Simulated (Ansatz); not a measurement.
```
Ga
1.0
     6.04514    0.00000    0.00000
     0.00000    6.04514    0.00000
     0.00000    0.00000    6.04514
Ga
8
Direct
  0.75000 0.25000 0.25000
  0.25000 0.75000 0.25000
  0.25000 0.25000 0.75000
  0.75000 0.75000 0.75000
  0.50000 0.00000 0.00000
  0.00000 0.50000 0.00000
  0.00000 0.00000 0.50000
  0.50000 0.50000 0.50000
```

Space group Fd-3m; set up as Ga, diamond; a generated structure, not necessarily the stable one.

All numbers below come from DFT, BLYP, plane waves (420 eV) with PAW, scalar-relativistic in Ansatz.

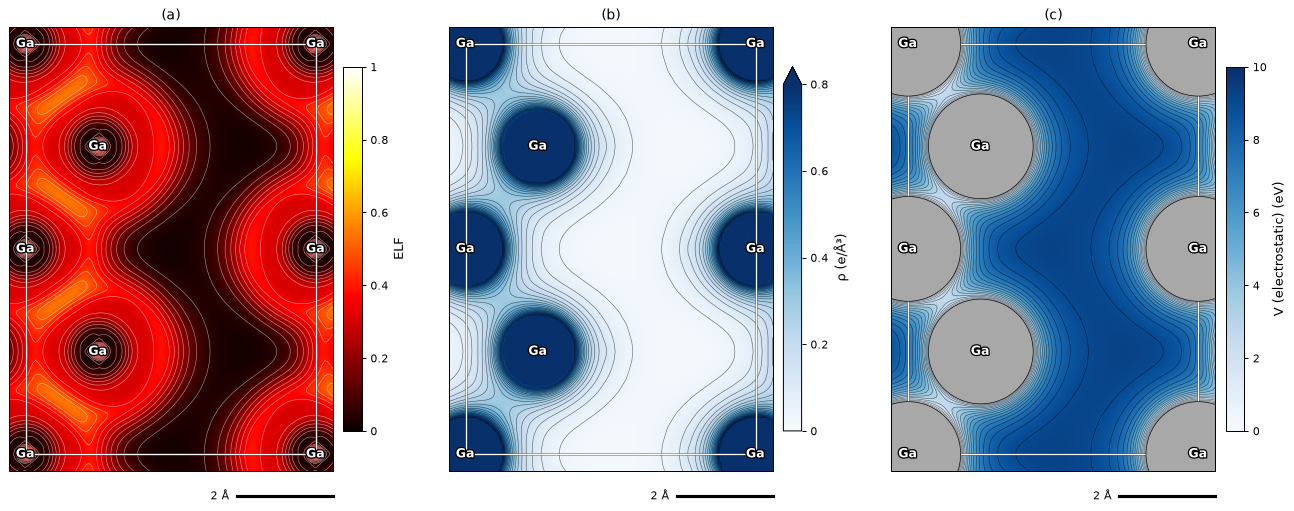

Ga. (a) ELF; (b) valence pseudo-density; (c) electrostatic potential energy of an electron on the (101) plane of the conventional cell. Grey discs cover the atomic cores in the potential map.

In a PAW calculation such maps are meaningful between the atoms, not at the nuclei.

Q: What does the map show?

A: The section cuts through Ga sites. Ga–Ga (2.62 Å): ρ is about 0.3 e/Å³ halfway; the ELF reaches about 0.55 near the midpoint. Between the atoms the lowest density in this plane is 0.01 e/Å³. The features right at Ga lie inside the PAW spheres, where the map follows smoothed inner orbitals and isn't to be read closely. Outside the cores the potential energy rises away from the atoms and is highest about 2.6 Å from the nearest atoms; its zero is arbitrary.
